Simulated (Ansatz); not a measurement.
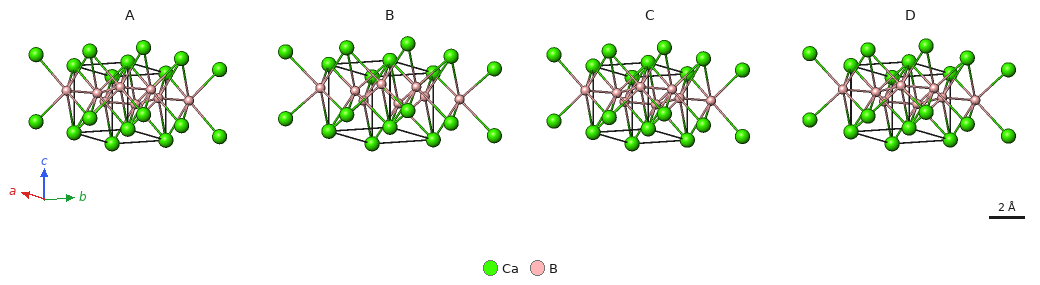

4 geometries from one relaxation of solid CaB$_{2}$ (a generated structure, set up in P6/mmm) (coarse preliminary run), in shuffled order. The picture is a ball-and-stick view of the cell of the calculation, repeated 2 × 2 × 1 with one cell outlined, seen from a free direction.

Case: Ga → B, Sr → Ca on all its sites, cell and atoms relaxed.

The calculation used DFT r2SCAN, scalar-relativistic, plane waves, PAW in Ansatz. (plane-wave cutoff 500 eV; k-point mesh 6 × 6 × 6; occupations gaussian; smearing width 0.1 eV; no spin polarisation; cell and atoms relaxed; force threshold 0.05 eV/Å; at most 60 steps)

Q: Order the frames from highest to lowest energy.

A: B, D, C, A. They are steps 0, 1, 2, 6, at +371 meV per atom, +143 meV per atom, +15.8 meV per atom relative to the last. Over 5 accepted moves (6 points after the start) the energy falls by 371 meV per atom. All forces vanish by symmetry, so only the cell relaxes. The pressure goes from −19.77 to 0.01 GPa. The SCF was repeated once at an unchanged geometry on a basis and grid sized afresh for the cell, which shifted the energy by 0.3 meV per atom at most. No atom moves by more than 0.005 Å relative to the cell. Cell: a = b 3.665 → 3.222 Å (−12.1 %), c 4.057 → 4.067 Å (+0.2 %). Volume −22.6 %. Near-neighbour distances that change, for instance: Ca–Ca 3.665 → 3.222 Å, B–B 2.116 → 1.860 Å, B–Ca 2.931 → 2.756 Å. Bond angles that change, for instance: Ca–B–Ca 87.6° → 95.1°, Ca–B–Ca 77.4° → 71.5°, Ca–B–Ca 137.7° → 140.6°. The space group stays P6/mmm (No. 191).
